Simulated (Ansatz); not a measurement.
```xyz
9
Lattice="2.2282 1.2851 0.0124 -2.2282 1.2851 -0.0124 -0.1149 0.0000 22.7130" Properties=species:S:1:pos:R:3 pbc="T T T"
Zn   -0.0297    2.5663    6.3174
Zn    0.6747    1.2812   13.8925
Zn   -0.8491    1.2812   21.4553
Zn    0.7342    1.2812    1.2576
Zn   -0.7896    1.2812    8.8205
Zn   -0.0852    2.5663   16.3956
Zn   -0.7619    1.2812    3.7814
Zn   -0.0575    2.5663   11.3565
Zn    0.6470    1.2812   18.9316
```

Space group R-3m; a structure from a database of computed crystals, not necessarily the ambient phase.

Level of theory: Kohn-Sham DFT of a periodic cell, PBEsol, Ansatz PAW (Ansatz 0.2.0).

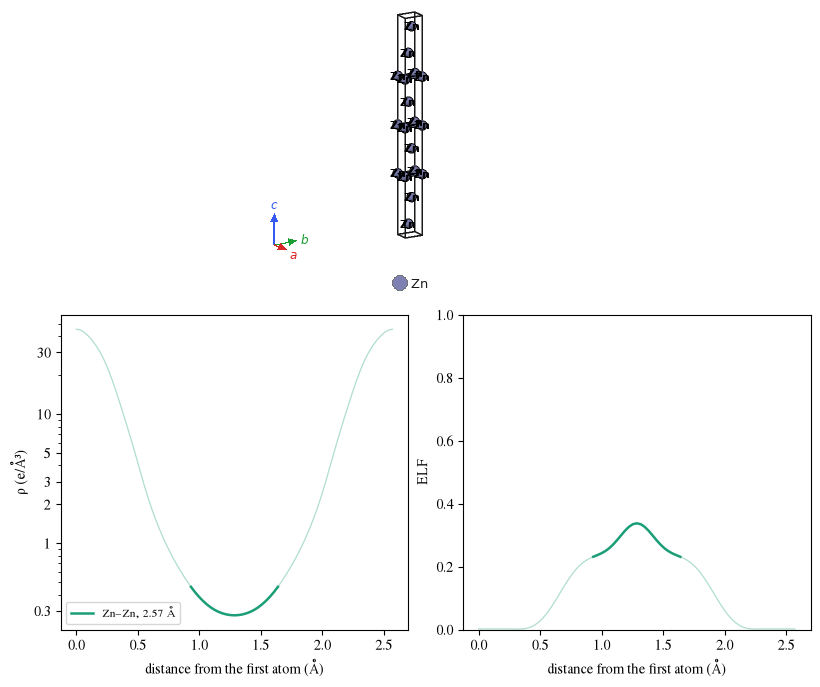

Zn. Valence electron density and electron localisation function along straight lines between neighbouring atoms. Thin, pale parts lie inside the atomic spheres. The structure is drawn too.

The density is the valence pseudo-density of a PAW calculation; it isn't the true density close to the nuclei.

### What can be read from the curves?

Zn–Zn (2.57 Å): ρ is about 0.28 e/Å³ halfway; the ELF is about 0.35 at the midpoint.
